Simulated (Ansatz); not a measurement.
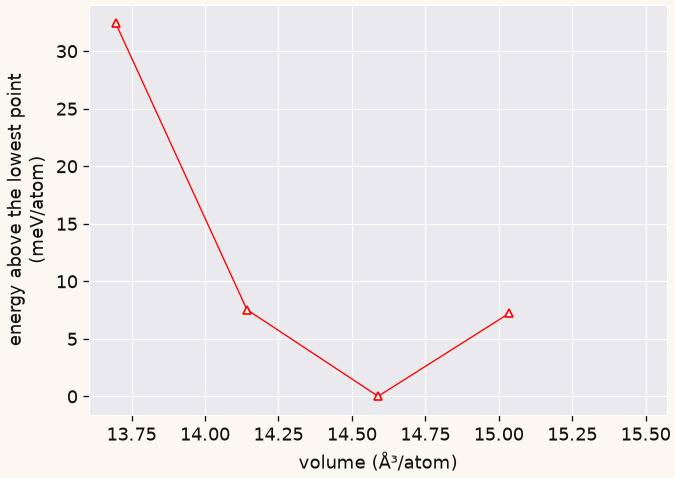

The plot gives the computed energy above the lowest point against volume for YN, space group Fm-3m (No. 225) (one of a set of cubic test structures, which need not be the stable phase).

Computed with Ansatz 0.2.0 development build: equation of state of a cubic crystal from periodic Kohn-Sham density functional theory without spin, third-order Birch-Murnaghan fit to the free energies; pressure corrected for the finite basis. Level: HSE06.

```tsv
setting	value
structure type	rock salt
atoms in cell	2
space group number	225
lattice centring	face-centred primitive
k mesh	4×4×4
occupation method	Fermi–Dirac
occupation width	0.05 eV
wave cutoff	420 eV
datasets	soft-1 PAW
density tolerance	0 eV
bands	12
density cutoff ratio	4
search for lower states	default
exchange singularity	regularized
```

The point at volume 15.48 Å³/atom is left out of the plot. What does the calculation give there?

```
volume (Å³/atom)  energy above the lowest point (meV/atom)
           15.48                                      26.9
```

Caveats: coarse k-mesh, values are not converged in k.
